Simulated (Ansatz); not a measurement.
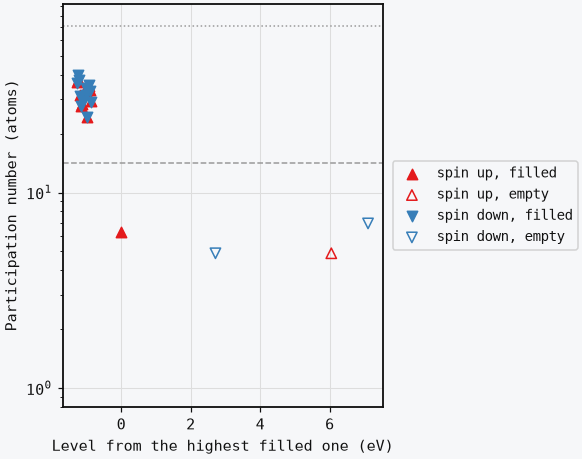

Levels near the gap of a 71-atom cell against the number of atoms over which each spreads (dotted: all atoms; dashed: a fifth of them). Host SiO₂ with a vacancy of O.

Structure: Si₂₄O₄₇ (defect cell), 71 atoms in the cell, cell charge +1 e; a = 9.90 Å, b = 9.90 Å, c = 10.89 Å, α = 90.00°, β = 90.00°, γ = 120.00°.

Computed with Ansatz: DFT, HSE06, PAW, plane waves, one k point, (0.25, 0.25, 0.25), Fermi-Dirac smearing of 0.01 eV.

Which of these levels are localised (under the dashed line)?

4 of the 28 levels shown spread over less than a fifth of the cell: 0.00 eV (spin up, filled, over about 6 atoms, mostly Si), 2.71 eV (spin down, empty, over about 5 atoms, mostly Si), 6.05 eV (spin up, empty, over about 5 atoms, mostly Si) and 7.11 eV (spin down, empty, over about 7 atoms, mostly Si).

How far apart are the highest filled and the lowest empty level?

The lowest empty level lies 2.71 eV above the highest filled one.

What is the spin state?

The cell's moment is 1.0 μB.

One k point in a finite cell, so levels carry errors of tenths of an eV.
